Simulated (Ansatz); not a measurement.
# Does disorder add resistance in series? Nb(100) layers with 25 % Ir

Two lengths of the disordered region are known. What area resistance does the third give?

**Method.** Ansatz 0.2.0, plane waves with PAW datasets at their recommended cutoffs (420 eV for most), Fermi-Dirac smearing; ballistic transmission by layer matching. The area resistance is RA = A (h/2e²)(1/T − 1/N), with T the zone-mean transmission per spin and N the lead's channels, both averaged over a few energies near the Fermi level; for magnets each spin is taken apart, with h/e², and the two conduct in parallel. Lateral cell 2x2, PBE, a fresh random draw for each length.

The runs, with one result withheld:

```tsv
length (Å)	channels N	RA (fΩ m²)
6.61	10.98	0.725
13.2	10.90	1.10
19.8	10.90	?
```

**Fit on the rows shown.**

Ohm's law makes RA linear in the length: the slope is (1.10 − 0.725)/(13.2 − 6.61) = 0.0563 fΩ m² per Å, or 56 µΩ cm. Then 1.10 + 0.0563 × 6.61. Predicted: 1.47 fΩ m².

Check against the run:

1.51 fΩ m², so the prediction is 2.7 % too low. The three lengths together give 59 µΩ cm. The two increments are 0.37 and 0.41 fΩ m², roughly as Ohm's law has it, though with one draw for each length that is a weak test.

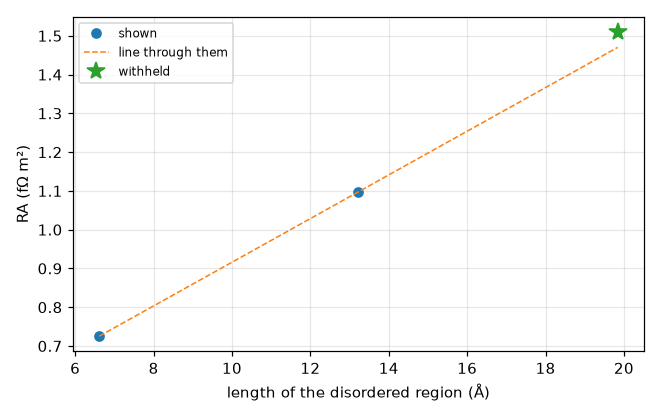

Area resistance against length.

Caveats: The scatterers repeat sideways with the small cell. The slope is a raw one; a model of isotropic scattering puts it 1.01 times the bulk value over these lengths. Atoms sit unrelaxed on the host's lattice, and the pair may not mix at random in practice. Spin-orbit coupling is left out, which matters for Ir.

[Logs are printed without paths, hosts, clocks, repeated set-up lines and the standing remarks that a program may print on its own settings, such as how far it seeks lower states.]
